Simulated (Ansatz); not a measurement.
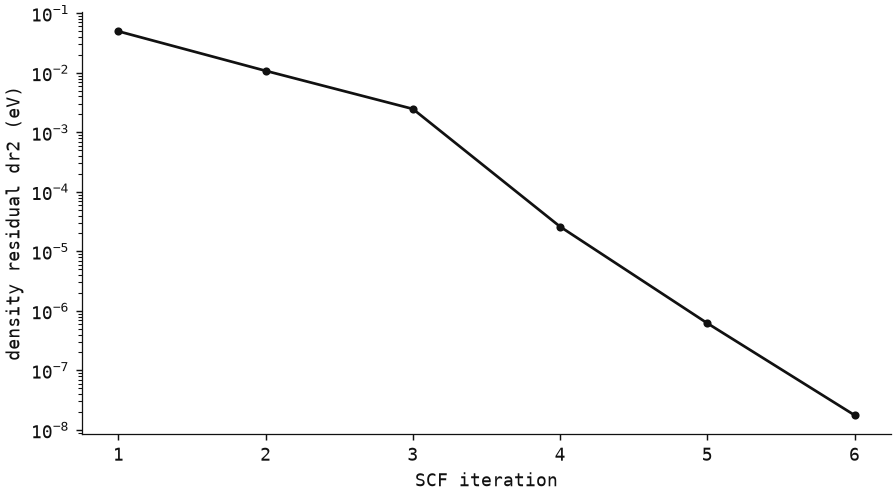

The plot shows the SCF iterations of a calculation: density residual dr2. The starting density is a sum of atomic densities corrected by a trained network.

CaF2 (3 atoms in the cell), run with Ansatz.

```
crystal:
  lattice:
    - [0.0, 2.7736904721, 2.7736904721]
    - [2.7736904721, 0.0, 2.7736904721]
    - [2.7736904721, 2.7736904721, 0.0]
  atoms:
    - { symbol: Ca, position: [0.0, 0.0, 0.0] }
    - { symbol: F, position: [0.25, 0.25, 0.25] }
    - { symbol: F, position: [0.75, 0.75, 0.75] }
basis:
  ecutwfc: 420
kpoints:
  mp_grid: { grid: [1, 1, 1] }
hamiltonian:
  xc: pbe
scf:
  occupations: { method: fixed }
  max_iter: 75
output:
  forces: true
  eigenvalues: true
  stress: true
```

Run as:
```bash
ansatz run input.yaml --threads 1 --pin off --max-ram 3072MiB --backend cpu --events-out ev --progress --plain --runs-dir out
```

Q: Was self-consistency reached?

A: The run converged; it took 6 iterations. The residual falls at every step.

Q: Is anything amiss with this input?

A: The input holds a fault (one k-point for a small cell). The SCF closed all the same, which doesn't make the results meaningful for the real system.
